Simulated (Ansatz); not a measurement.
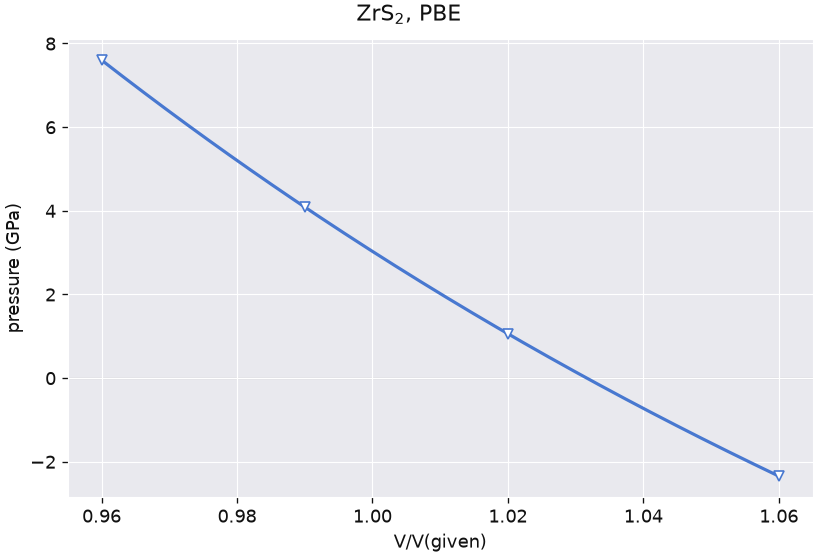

Plotted: pressure against V/V(given) for ZrS₂, space group P-3m1 (No. 164).

Structure:
```
CELL_PARAMETERS angstrom
3.63000 0.00000 0.00000
-1.81500 3.14370 0.00000
0.00000 0.00000 5.85000
ATOMIC_POSITIONS crystal
Zr 0.00000 0.00000 0.00000
S 0.33333 0.66667 0.24920
S 0.66667 0.33333 0.75080
```

Method: periodic Kohn-Sham DFT of a crystal at fixed atoms, scaled to the stated factor times the given cell; pressure positive in compression (Ansatz 0.2.0). Level: PBE.

method all-electron PAW; relativity scalar; k mesh 10×10×5; occupations Fermi–Dirac; smearing width 0.01 eV; nucleus Gaussian.

V(given) is 22.25 Å³/atom.

From this curve and the settings, what does the calculation give for the largest field gradient Vzz at the same points?

The largest field gradient Vzz rises from −1.576 1e21 V/m² at V/V(given) 0.96 to −0.984 1e21 V/m² at 1.06.

```csv
V/V(given),largest field gradient Vzz (1e21 V/m²)
0.96,-1.576
0.99,-1.382
1.02,-1.202
1.06,-0.984
```

Limits of the calculation: shape and atomic fractions are frozen while scaling, which makes layered, chain and framework solids too stiff.
